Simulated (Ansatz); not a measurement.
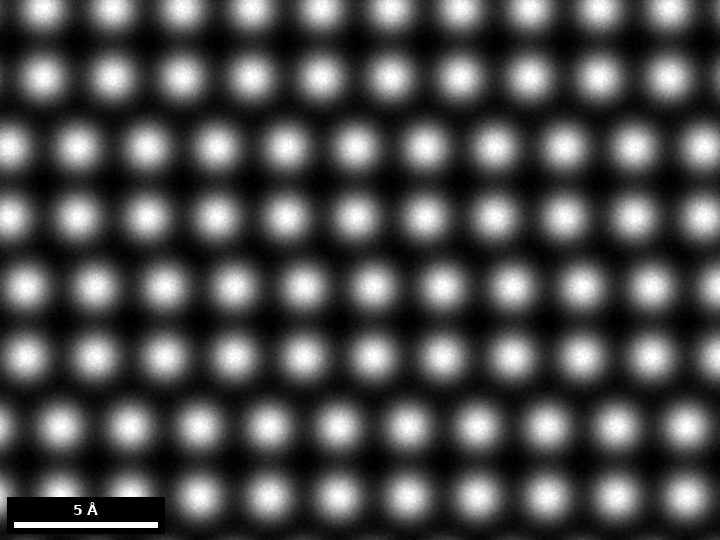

Dark-field STEM-like image of Nb (Fddd, No. 70) along [110]. The image is simulated as a sum over atoms of Z^1.7, blurred by a 1.30 Å probe (no channelling). The probe carries 25 % of its weight in a tail 2.5 times as wide. Shot noise was added.

One planar defect was built into the perfect crystal by geometry alone, without relaxation. Host structure: the geometry relaxed with DFT, PBEsol, plane waves (420 eV) with PAW, scalar-relativistic (Ansatz); the starting structure was generated, so it need not be a known form of this composition.

> Where does the periodic pattern break, and how?

A planar fault (a stacking fault) runs horizontally about 9 Å below the top edge. The part above it is shifted along the boundary by 1/4 of the 2.43 Å repeat of the rows (0.6 Å to the right, the same as 1.8 Å to the left); both parts keep the same orientation.
